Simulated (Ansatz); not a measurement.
Hg

Input file:

```
crystal:
  lattice:
    - [2.0787585759, 1.2001718234, 1.9690393383]
    - [-2.0787585759, 1.2001718234, 1.9690393383]
    - [0.0, -2.4003436467, 1.9690393384]
  atoms:
    - { symbol: Hg, position: [0.0, 0.0, 0.0] }
basis:
  ecutwfc: 420
kpoints:
  mp_grid: { grid: [12, 12, 12] }
hamiltonian:
  xc: pbe
scf:
  occupations: { method: gaussian, width: 0.1 }
output:
  forces: true
  stress: true
  eigenvalues: true
  write_density: true
  write_potential: true
  elf: true
  volumetric_format: npy
relax:
  adjacent_minimum: "off"
  f_tol: 0.005
  max_steps: 80
  cell: { stress_tol: 0.05 }
```

Launched as:

```sh
ansatz run input.yaml --threads 1 --pin off --max-ram 2560MiB --backend cpu --events-out ev --progress --plain --runs-dir out
```

Below, planes, directions and counts refer to the conventional cell (a = 4.21 Å, b = 4.21 Å, c = 5.76 Å, α = 90.00°, β = 90.00°, γ = 120.00°).

The fields are those of the relaxed geometry.

Space group R-3m.

These are results of DFT PBE, scalar-relativistic, plane waves, PAW (Ansatz), not measurements.

### What can the converged valence pseudo-density and electron localisation function tell about the bonding?

Hg–Hg (3.10 Å): ρ at the midpoint is about 0.19 e/Å³; the ELF is about 0.20 at the midpoint (no shared electron pair shows on this line).

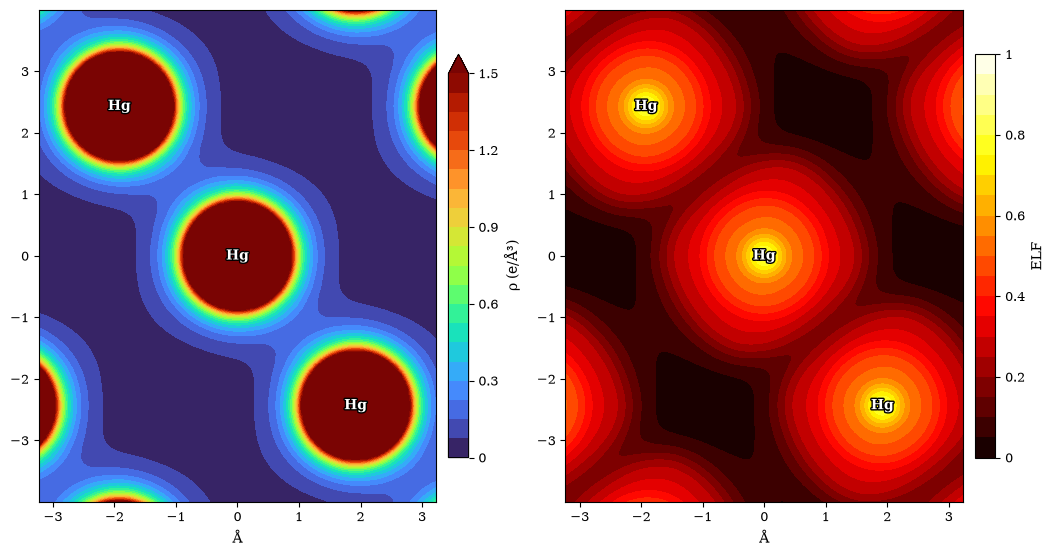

Computed valence pseudo-density and electron localisation function on the (110) plane of the conventional cell, in this order. 
